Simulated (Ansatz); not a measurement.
# Calculations on ZrSi$_{2}$

Part 1: Relaxation

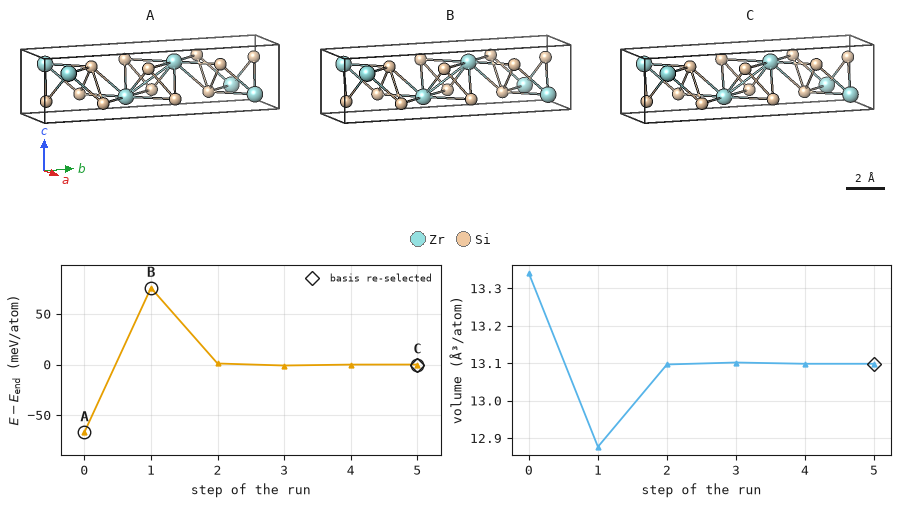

Frames of a relaxation of crystalline ZrSi$_{2}$ (set up in Cmcm), marked on the history of the run. Style: ball-and-stick. Shown: the conventional cell (2 times the calculation's cell), slightly off an axis. Lengths and directions refer to the drawn axes.

Case: relaxed at 50 GPa.

Method: Ansatz, DFT PBE, scalar-relativistic, plane waves, PAW. (plane-wave cutoff 420 eV; k-point mesh 10 × 10 × 10; occupations gaussian; smearing width 0.1 eV; target pressure 50 GPa; no spin polarisation; cell and atoms relaxed; force threshold 0.008 eV/Å; at most 50 steps)

Q: What happens along the run?

A: The largest moves relative to the cell, 0.046 Å, are those of Si atoms. Largest moves by element: Si 0.046 Å, Zr 0.022 Å. The drawn cell changes as follows: a 3.465 → 3.476 Å (+0.3 %), b 13.367 → 13.054 Å (−2.3 %), c 3.456 → 3.464 Å (+0.2 %); the volume changes by −1.8 %. Some distances before and after: Zr–Zr 3.247 → 3.157 Å, Si–Si 2.308 → 2.347 Å, Si–Zr 2.753 → 2.735 Å, Si–Zr 2.620 → 2.605 Å. The space group stays Cmcm (No. 63). The energy rises by 67.0 meV per atom in 4 accepted moves (5 points after the start). With the target pressure of 50 GPa, the enthalpy E + pV changes by −8.3 meV per atom. Largest force component: 0.31 eV/Å at the start, 0.0045 eV/Å at the end. The pressure goes from 46.12 to 49.99 GPa. At 1 point the geometry stayed and the basis and grid were re-selected for the new cell (energy shift of 0.1 meV per atom at most each time). From step 0 to 1: Zr atoms move most (0.04 Å), volume −3.5 %, energy +143 meV per atom. From step 1 to 5: Zr and Si atoms move most (0.02 Å), volume +1.7 %, energy −75.7 meV per atom.

Part 2: Relaxation

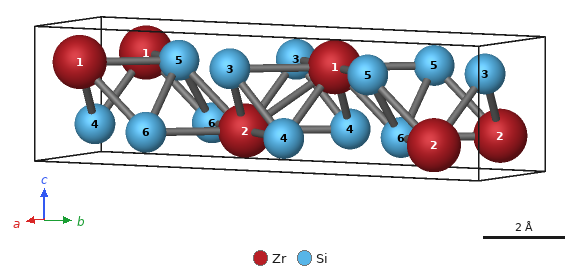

This is the input geometry for a relaxation of solid ZrSi$_{2}$ (set up in Cmcm). Style: ball-and-stick. Shown: the conventional cell (2 times the calculation's cell), from a free direction. Lengths and directions refer to the drawn axes.

Case: relaxed at 90 GPa.

The calculation used Ansatz, DFT PBE, scalar-relativistic, plane waves, PAW.

Input
```yaml
crystal:
  lattice:
    - [1.6924961453, -6.3553384523, 0.0]
    - [1.6924961453, 6.3553384523, 0.0]
    - [0.0, 0.0, 3.3723977605]
  atoms:
    - { symbol: Zr, position: [0.8988976242, 0.1011023758, 0.75] }
    - { symbol: Zr, position: [0.1011023758, 0.8988976242, 0.25] }
    - { symbol: Si, position: [0.560694063, 0.439305937, 0.75] }
    - { symbol: Si, position: [0.439305937, 0.560694063, 0.25] }
    - { symbol: Si, position: [0.2501765753, 0.7498234247, 0.75] }
    - { symbol: Si, position: [0.7498234247, 0.2501765753, 0.25] }
basis:
  ecutwfc: 420
kpoints:
  mp_grid: { grid: [12, 12, 10] }
hamiltonian:
  xc: pbe
scf:
  occupations: { method: gaussian, width: 0.1 }
output:
  forces: true
  stress: true
  eigenvalues: true
relax:
  adjacent_minimum: "off"
  f_tol: 0.008
  max_steps: 50
  cell: { stress_tol: 0.08, p_target: 90.0 }
```

Launched with:
```bash
ansatz run input.yaml --threads 1 --pin off --max-ram 2560MiB --backend cpu --events-out ev --progress --plain --runs-dir out
```

**Where does the relaxation end?**

Over 6 accepted moves (7 points after the start) the energy rises by 1.175 eV per cell of the calculation. With the target pressure of 90 GPa, the enthalpy E + pV changes by −0.132 eV per cell of the calculation. The largest force component goes from 0.42 to 0.00064 eV/Å. The pressure goes from 78.80 to 89.99 GPa. At 1 point the geometry stayed and the basis and grid were re-selected for the new cell (energy shift of 0.7 meV per cell of the calculation at most each time). The largest moves relative to the cell, 0.058 Å, are those of Si3 and Si4. Si3 goes along −b. By element the largest moves are Si 0.058 Å, Zr 0.024 Å. Cell: a 3.385 → 3.387 Å (+0.1 %), b 12.711 → 12.331 Å (−3.0 %), c 3.372 → 3.363 Å (−0.3 %). Volume −3.2 %. Among the contacts that change: Zr1–Zr2 3.074 → 2.967 Å, Si3–Si4 2.286 → 2.330 Å, Zr1–Si5 2.537 → 2.514 Å, Zr1–Si4 2.444 → 2.422 Å. The space group stays Cmcm (No. 63).

Step by step:

| step | E − E(0), meV/atom | largest force component, eV/Å | pressure, GPa | volume, Å³/atom | note |
| --- | --- | --- | --- | --- | --- |
| 0 | 0.00 | 0.4192 | 78.80 | 12.092 |  |
| 1 | 359.52 | 0.7372 | 100.83 | 11.436 |  |
| 2 | 191.65 | 0.3024 | 90.50 | 11.714 |  |
| 3 | 192.89 | 0.1968 | 90.30 | 11.710 |  |
| 4 | 196.48 | 0.0187 | 90.07 | 11.703 |  |
| 5 | 196.16 | 0.0126 | 90.03 | 11.703 |  |
| 6 | 195.69 | 0.0006 | 90.00 | 11.704 |  |
| 7 | 195.80 | 0.0006 | 89.99 | 11.704 | same geometry, new basis |

After the run, drawn alike:

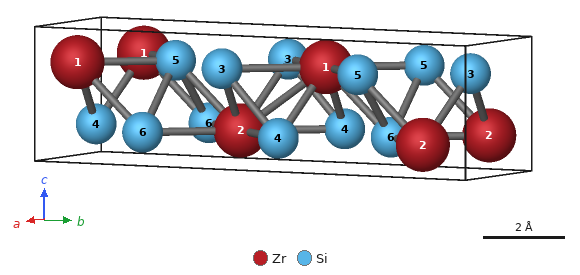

Part 3: Series

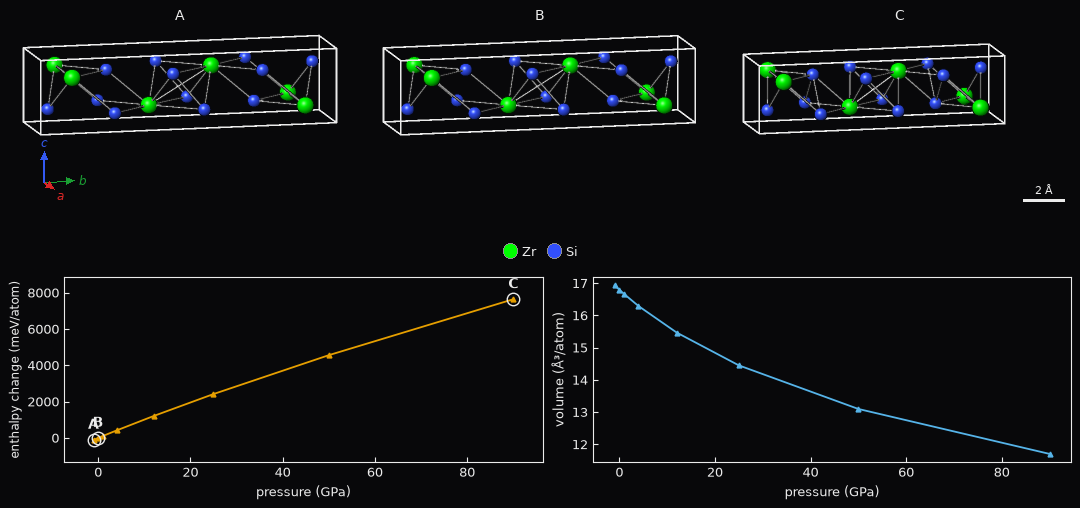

Members of a series of calculations on a crystal of ZrSi₂ (set up in Cmcm), marked on the first curve. The picture is a ball-and-stick view of the conventional cell (2 times the calculation's cell), seen slightly off an axis. Lengths and directions refer to the drawn axes.

Theory: DFT PBE, scalar-relativistic, plane waves, PAW (Ansatz). Set-up: plane-wave cutoff 420 eV; occupations gaussian; smearing width 0.1 eV; no spin polarisation. The k-mesh is chosen for each cell (10×10×10, 12×12×10).

How does the crystal respond to pressure?

The structure is relaxed at several pressures. A (pressure −1.0 GPa): enthalpy change −105 meV/atom, volume 16.94 Å³ per atom. B (pressure 0.0 GPa): enthalpy change 0.0 meV/atom, volume 16.80 Å³ per atom. C (pressure 90.0 GPa): enthalpy change 7641 meV/atom, volume 11.70 Å³ per atom. The rest compares A with C. The volume changes by −30.9 %, with a 3.713 → 3.387 Å (−8.8 %), b 14.851 → 12.331 Å (−17.0 %), c 3.687 → 3.363 Å (−8.8 %). Near-neighbour distances before and after: Zr–Zr 3.635 → 2.967 Å, Si–Zr 2.996 → 2.643 Å, Zr–Zr 3.713 → 3.387 Å.
